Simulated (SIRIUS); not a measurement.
## I: 7 runs along one coordinate

System: I (Cmce, 4 atoms in the cell).
Method: Kohn-Sham DFT of a periodic cell, PBEsol, dojo-sr-pbesol-0.4.1-standard, no spin polarisation (SIRIUS 7.12.0).

The 7 runs differ only in the geometry, by an even scaling of the cell at fixed fractional positions. The structure derives from an entry of the Crystallography Open Database.

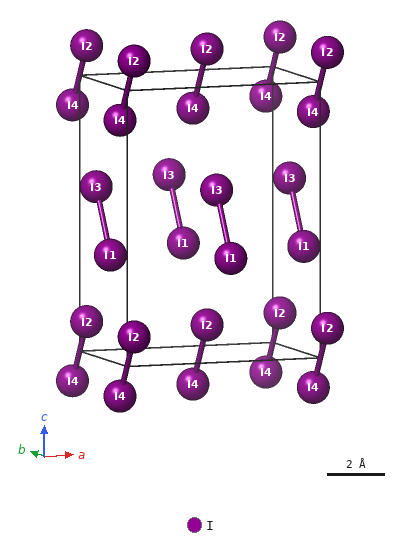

Figure 1. The structure of run 4 (ball-and-stick view of the cell 2 times as large as that of the calculation, set on its symmetry axes, seen slightly off an axis; atoms are numbered from 1 in the order of the input). An atom can appear more than once, as a periodic image.

## Input of run 4
```
{
  "control": {
    "processing_unit": "cpu",
    "verbosity": 2,
    "num_bands_to_print": 22,
    "print_forces": true,
    "print_stress": true
  },
  "parameters": {
    "electronic_structure_method": "pseudopotential",
    "xc_functionals": ["XC_GGA_X_PBE_SOL", "XC_GGA_C_PBE_SOL"],
    "gk_cutoff": 8.4,
    "pw_cutoff": 16.8,
    "ngridk": [7, 7, 3],
    "shiftk": [0, 0, 0],
    "smearing": "fermi_dirac",
    "smearing_width": 0.0018374661,
    "num_bands": 22,
    "num_mag_dims": 0,
    "num_dft_iter": 100,
    "energy_tol": 1e-08,
    "density_tol": 1e-06
  },
  "iterative_solver": {
    "type": "davidson",
    "min_tolerance": 1e-10
  },
  "mixer": {
    "type": "anderson",
    "beta": 0.7,
    "max_history": 8
  },
  "settings": {
    "tol_ne": 1e-10,
    "pseudo_grid_cutoff": 6.5
  },
  "unit_cell": {
    "lattice_vectors": [
      [6.869220603429, -4.525931863001, 0.0],
      [6.869220603429, 4.525931863001, 0.0],
      [0.0, 0.0, 18.506919417955]
    ],
    "atom_coordinate_units": "lattice",
    "atom_types": ["I"],
    "atom_files": {
      "I": "I.json"
    },
    "atoms": {
      "I": [
        [0.6493, 0.3507, 0.3844],
        [0.1493, 0.8507, 0.1156],
        [0.3507, 0.6493, 0.6156],
        [0.8507, 0.1493, 0.8844]
      ]
    }
  }
}
```

Command:
```bash
upf_to_json I.upf
OMP_NUM_THREADS=4 sirius.scf --input=sirius.json --output=out.json --task=0
```

Run 3 differs from it as follows:
```diff
-      [6.869220603429, -4.525931863001, 0.0],
-      [6.869220603429, 4.525931863001, 0.0],
-      [0.0, 0.0, 18.506919417955]
+      [6.823117062692, -4.495555566047, 0.0],
+      [6.823117062692, 4.495555566047, 0.0],
+      [0.0, 0.0, 18.382708162546]
```

## Results, with one run withheld

```csv
run,volume per atom (Å³),"free energy per atom, from the lowest run given (meV)",pressure (GPa),gap on the mesh (eV)
1,40.073,16.38,1.99,1.37
2,40.926,7.62,1.30,1.33
3,41.778,?,?,?
4,42.631,0.00,0.16,1.25
5,43.483,0.41,−0.32,1.20
6,44.336,3.19,−0.74,1.16
7,45.189,8.09,−1.11,1.12
```

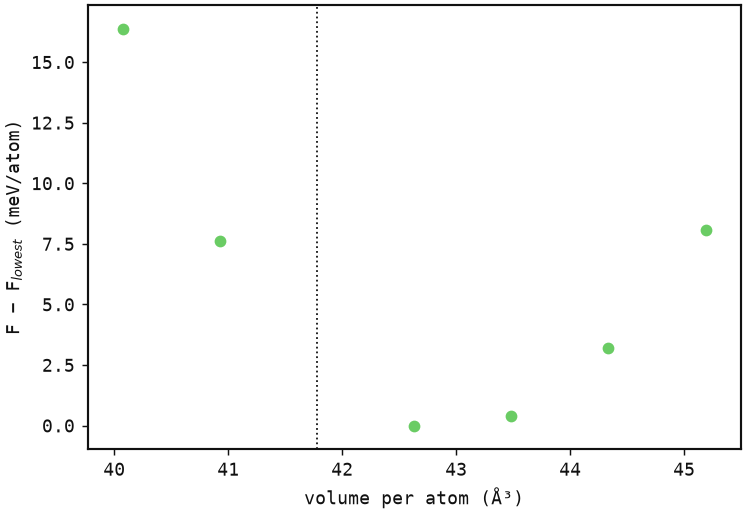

Figure 2. Free energy per atom of the runs given; the dotted line marks run 3.

Estimate the energy of run 3 from the others.

A cubic polynomial in V^(−2/3) (the Birch–Murnaghan form), fitted to the 6 runs given, misses them by under 0.01 meV per atom. With x = V^(−2/3) − 0.08184 Å⁻², it reads F = −0.068247 + 582.37 x + 1.111e+06 x² + 7.5197e+06 x³ (meV per atom). At run 3 it gives 2.29 meV per atom, and the run itself gives 2.29. The slope of the fit gives a pressure −dF/dV of 0.70 GPa there, and the run prints 0.70 GPa. The fit has its minimum at 42.919 Å³ per atom, where V d²F/dV² gives 24.4 GPa. Cell shape and fractional positions are held, so this is the stiffness under even scaling; the relaxed bulk modulus wasn't computed and can be far lower in a crystal of layers, chains or molecules like this one. The gap on the mesh goes, without turning, from 1.37 eV in run 1 to 1.12 eV in run 7; run 3 has 1.29 eV. These are gaps of this functional on this mesh, which can miss the band edges; they aren't the measured gap.

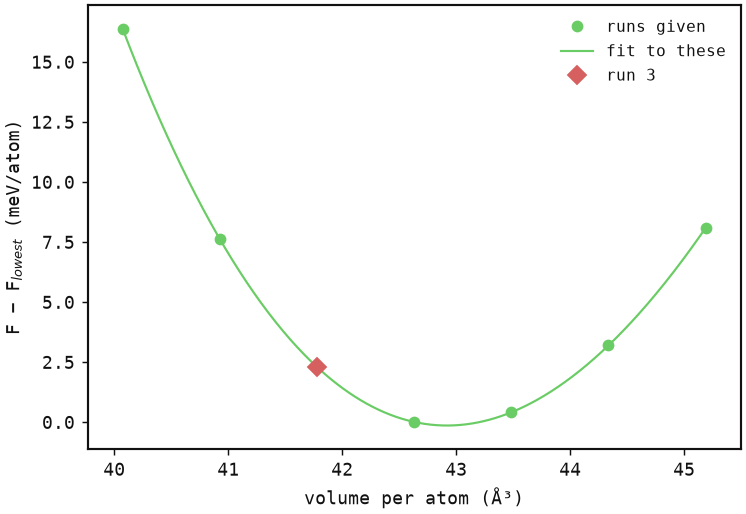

Figure 3. The fit and the withheld run.

## Some lines of the output (run 3)
```
[...]
[find] band gap (eV)                  :       1.29099144
[find] Efermi                         :       0.13554937
[find] Total energy                   :     -51.79508567 (Ha),    -103.59017134 (Ry)
[find] Free energy (E-TS)             :     -51.79508569 (Ha),    -103.59017138 (Ry)
[find] band gap (eV)                  :       1.29099947
[find] Efermi                         :       0.13554908
[find] Total energy                   :     -51.79508568 (Ha),    -103.59017135 (Ry)
[find] Free energy (E-TS)             :     -51.79508570 (Ha),    -103.59017140 (Ry)
[find] band gap (eV)                  :       1.29101805
[find] Efermi                         :       0.13554857
[find] Total energy                   :     -51.79508568 (Ha),    -103.59017136 (Ry)
[find] Free energy (E-TS)             :     -51.79508570 (Ha),    -103.59017141 (Ry)
[find] band gap (eV)                  :       1.29101551
[find] Efermi                         :       0.13554851
```
